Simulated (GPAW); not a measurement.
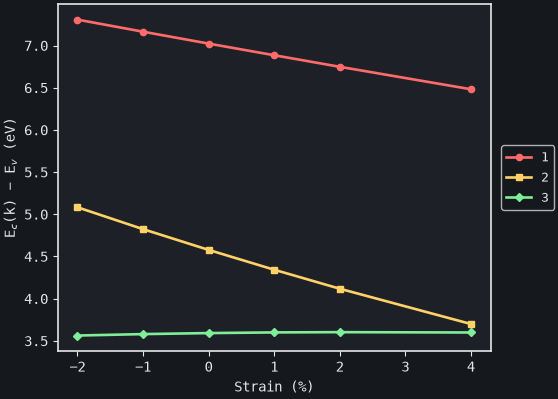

Lowest conduction level at each named k point, counted from the valence-band top at Γ. The curves are numbered.

System: rocksalt CaO, space group Fm-3m (No. 225), 2 atoms in the primitive cell; unstrained, cubic a = 4.807 Å. The cell is strained along x, y and z by the value listed. The atoms keep their fractional positions. Computed with GPAW 26.7.0: PBEsol, PAW data sets generated in the run's folder for this functional, no spin polarisation, no spin-orbit coupling, 10×10×10 k mesh, 800 eV cutoff.

> Which curve belongs to which k point: L, X and Γ?

1 is L; 2 is Γ; 3 is X. X rises by 0.04 eV, Γ falls by 1.38 eV and L falls by 0.83 eV.

LDA, GGA and most meta-GGA functionals understate gaps. The cell is a database's computed one.
